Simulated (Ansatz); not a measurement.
# TiCo: what the fields show

Input

```
crystal:
  lattice:
    - [2.98611099, 0.0, 0.0]
    - [0.0, 2.98611099, 0.0]
    - [0.0, 0.0, 2.98611099]
  atoms:
    - { symbol: Ti, position: [0.0, 0.0, 0.0] }
    - { symbol: Co, position: [0.4246511597, 0.5, 0.4246511597], spin: 0.6 }
basis:
  ecutwfc: 420
kpoints:
  mp_grid: { grid: [16, 16, 16] }
hamiltonian:
  xc: pbe
scf:
  occupations: { method: gaussian, width: 0.15 }
output:
  forces: true
  stress: true
  eigenvalues: true
  populations: true
  write_density: true
  write_potential: true
  elf: true
  volumetric_format: npy
magnetization:
  spin_polarized: true
```

Launched as:

```sh
ansatz run input.yaml --threads 1 --pin off --max-ram 2560MiB --backend cpu --events-out ev --progress --plain --runs-dir out
```

Below, planes, directions and counts refer to the conventional cell (a = 2.99 Å, b = 4.22 Å, c = 4.22 Å, α = 90.00°, β = 90.00°, γ = 90.00°).

Space group Amm2; a structure from a database of computed crystals, not necessarily the ambient phase; changed on purpose from its base cell (atom 2 (Co) moved by (-0.225, -0.225) A along x and z); not relaxed (largest force 1.4 eV/Å); computed pressure about 4 GPa in this cell; spin-polarised.

The calculation used DFT PBE, scalar-relativistic, plane waves, PAW in Ansatz.

In a PAW calculation such maps are meaningful between the atoms, not at the nuclei.

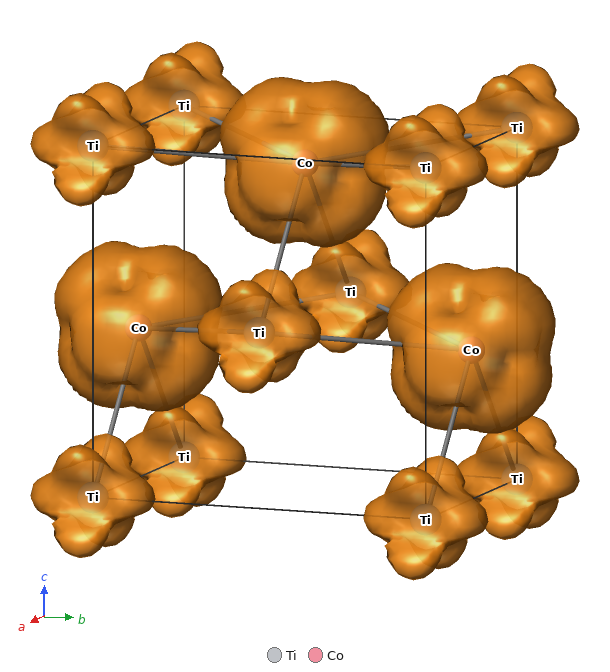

Figure 1. Isosurface of the spin density (up minus down) at +0.015 e/Å³ (orange), seen slightly off an axis. Sticks mark near contacts.

**Which atoms carry the moments, and with what signs?**

The spin density sits on Co: +0.7 μB (×2) in one cell of 4 atoms: parallel main moments, as they must be, since the calculation's own cell holds one magnetic site. The cell of the calculation (2 atoms) carries 0.7 μB of net spin moment.

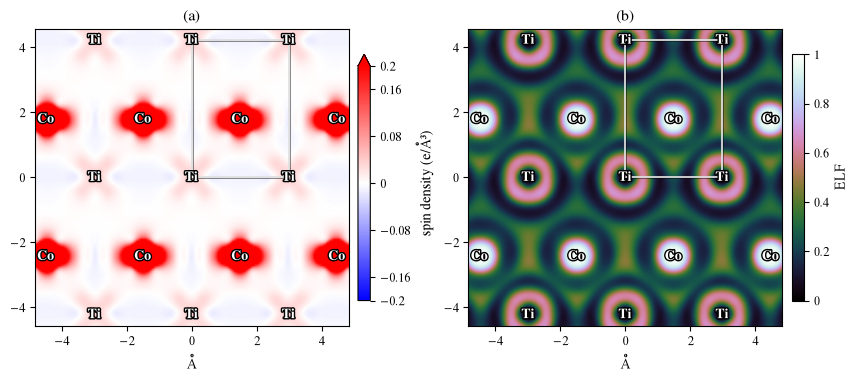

Figure 2. (a) magnetisation density (up minus down); (b) electron localisation function on the (010) plane of the conventional cell.

**What do the fields say about this system?**

The plane passes through Ti and Co nuclei.
Ti–Co (2.33 Å): the ELF is about 0.25 at the midpoint: no shared electron pair shows on this line.
The features right at Ti and Co lie inside the PAW spheres, where the map follows smoothed inner orbitals and isn't to be read closely.

**Does the calculation give a band gap?**

It is metallic or semimetallic at this level of theory: no gap opens.
